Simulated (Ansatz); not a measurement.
Al6Ru5 (slab)

```
CELL_PARAMETERS angstrom
2.98262 0.00000 0.00000
0.00000 2.98262 0.00000
0.00000 0.00000 29.91312
ATOMIC_POSITIONS crystal
Al 0.00000 0.00000 0.25073
Ru 0.50000 0.50000 0.30058
Al 0.00000 0.00000 0.35044
Ru 0.50000 0.50000 0.40029
Al 0.00000 0.00000 0.45015
Ru 0.50000 0.50000 0.50000
Al 0.00000 0.00000 0.54985
Ru 0.50000 0.50000 0.59971
Al 0.00000 0.00000 0.64956
Ru 0.50000 0.50000 0.69942
Al 0.00000 0.00000 0.74927
```

Changed on purpose from its base cell (repeats removed: -2); not relaxed (largest force 1.7 eV/Å); computed without spin polarisation.

All numbers below come from Ansatz 0.2.0, DFT r2SCAN, scalar-relativistic, plane waves, PAW.

In a PAW calculation such maps are meaningful between the atoms, not at the nuclei.

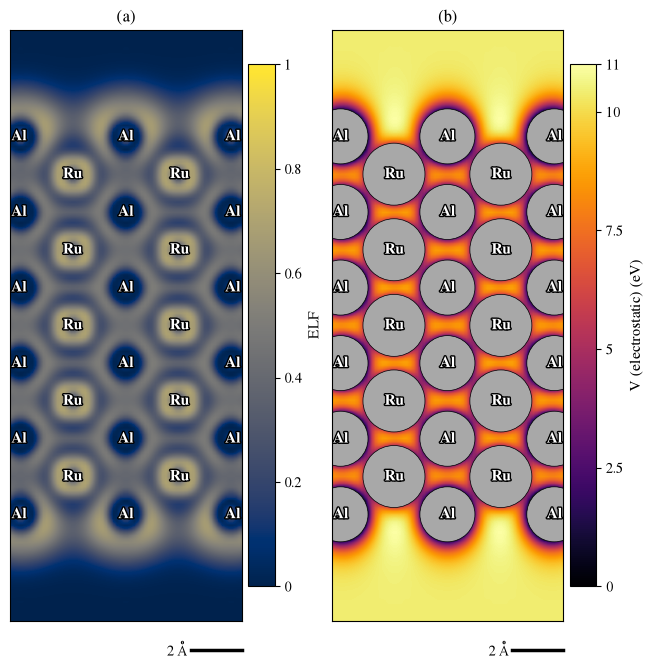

Figure 1. (a) electron localisation function; (b) electrostatic potential (local pseudopotential plus Hartree) felt by an electron on the (110) plane of the calculation cell, a cut from vacuum to vacuum. Grey discs cover the atomic cores in the potential map.

Question: Interpret the plot.

Answer: The section cuts through Al and Ru sites.
Al–Ru (2.58 Å): the ELF is about 0.35 at the midpoint.
The features right at Ru lie inside the PAW spheres, where the map follows smoothed inner orbitals and isn't to be read closely.

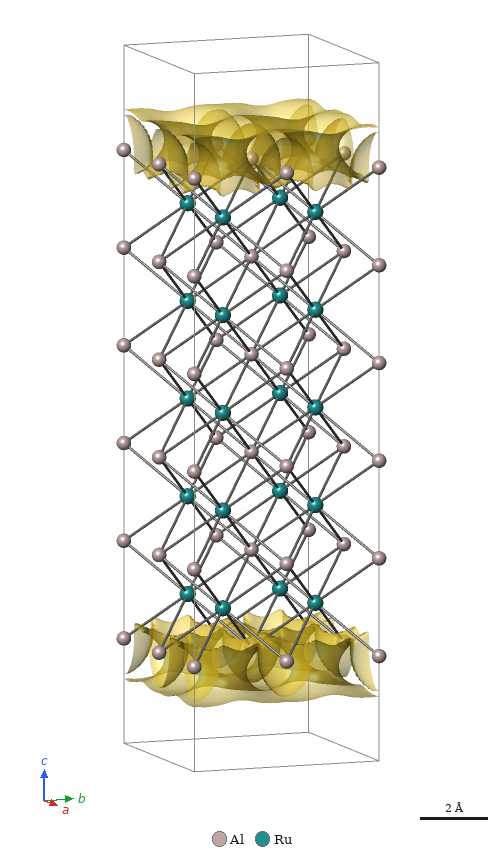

Figure 2. Isosurface of the electron localisation function at 0.55 (yellow), seen slightly off an axis. Core shells and regions of very low density are left out. Sticks mark near contacts.

Question: Where are the electrons localised?

Answer: At this value the surface marks out sheets that run through the cell in two directions, counted in one cell of 11 atoms. Counts are for one cell; the picture repeats the cell along the surface.

Question: Metal or insulator at this level of theory?

Answer: It is gapless in this calculation (a metal or semimetal).
